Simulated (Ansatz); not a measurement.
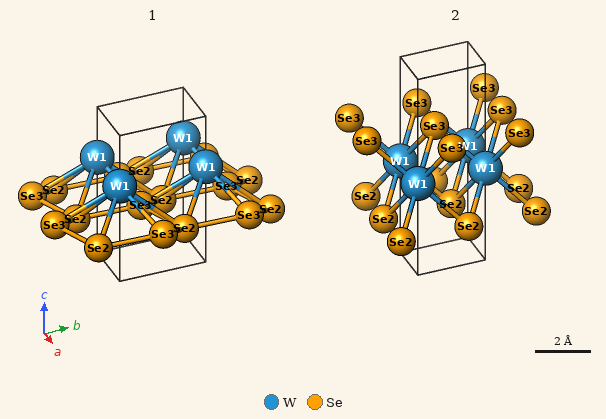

Two geometries of a crystal of WSe2 (a generated structure, set up in P3m1) (coarse preliminary run), drawn at one scale. One is the start of a relaxation, the other its converged end. The picture is a ball-and-stick view of the cell of the calculation, seen slightly off an axis.

Level of theory: DFT PBE, scalar-relativistic, plane waves, PAW in Ansatz. (plane-wave cutoff 420 eV; k-point mesh 6 × 6 × 4; occupations gaussian; smearing width 0.1 eV; collinear spin; cell and atoms relaxed; force threshold 0.04 eV/Å; at most 70 steps)

Which of the two is the end point?

Answer. Structure 2 is the relaxed one. Se3 moves most relative to the cell: 2.15 Å along +c. By element the largest moves are Se 2.15 Å, W 1.37 Å. Cell: a = b 4.198 → 3.296 Å (−21.5 %), c 5.524 → 7.418 Å (+34.3 %). Volume −17.2 %. Among the contacts that change: Se2–Se3 2.454 → 3.935 Å, Se2–Se2 4.198 → 3.296 Å, W1–Se2 2.976 → 2.567 Å, W1–Se3 2.768 → 2.565 Å. Among the angles between lasting bonds that change: Se2–W1–Se3 115.6° → 180.0°, Se3–W1–Se3 98.6° → 79.9°, W1–Se3–W1 98.6° → 79.9°. The space group (tolerance 0.01 Å) goes from P3m1 (No. 156) to P-3m1 (No. 164). Over 19 accepted moves (21 points after the start) the energy falls by 2337 meV per atom. The largest force component goes from 2.7 to 0.04 eV/Å. Pressure: 4.17 GPa at the start and −0.16 GPa at the end. The SCF was repeated twice at an unchanged geometry on a basis and grid sized afresh for the cell, which shifted the energy by 6.2 meV per atom at most.
